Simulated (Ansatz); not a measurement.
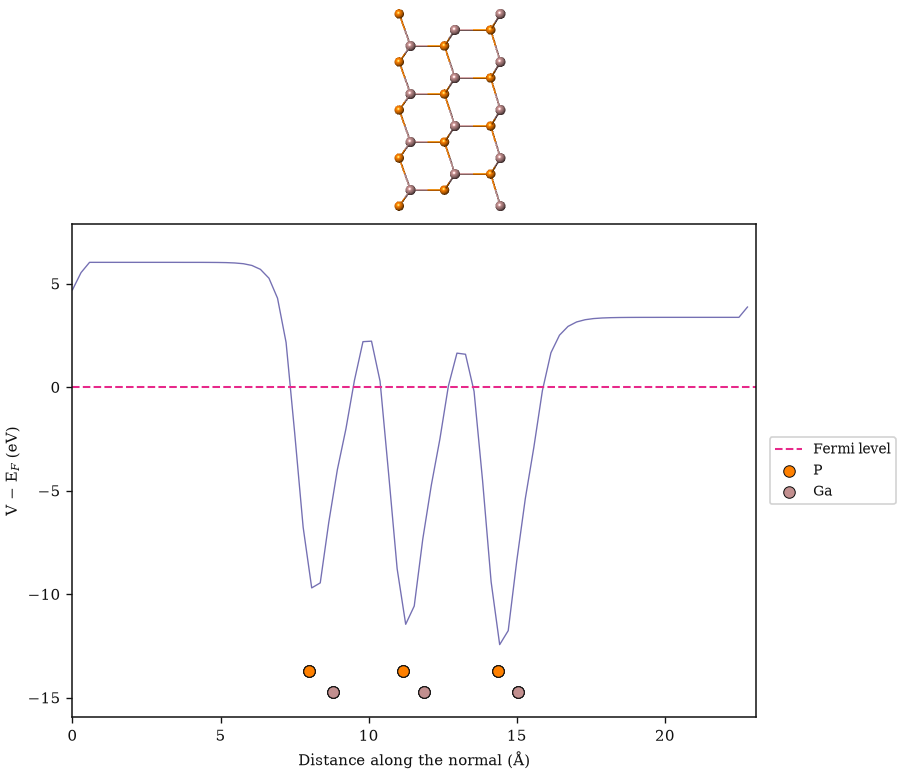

Plane-averaged electrostatic potential energy of an electron across the slab; circles at the bottom mark the heights of the atoms (positions after relaxation). The structure is drawn too. System: a (111) slab cut from GaP (F-43m), ended by Ga above and P below, 24 atoms in the cell. Ansatz 0.2.0; DFT PBE+D3(BJ), scalar-relativistic, plane waves, PAW, no spin polarisation, 3×3×1 k mesh, 420 eV cutoff, Gaussian smearing of 0.05 eV.

The work function is 3.37 eV at the right face and 6.02 eV at the left. The vacuum level is 2.66 eV higher at the left than at the right, so the slab carries a dipole along its normal; the ramp in the vacuum, at or near the edge of the plot, is the dipole correction that keeps each side flat. Some atoms were held fixed in the relaxation, which can itself make the faces differ. The outermost atoms are 7.0 Å apart, which leaves 16.0 Å of vacuum in a cell 23.1 Å high.
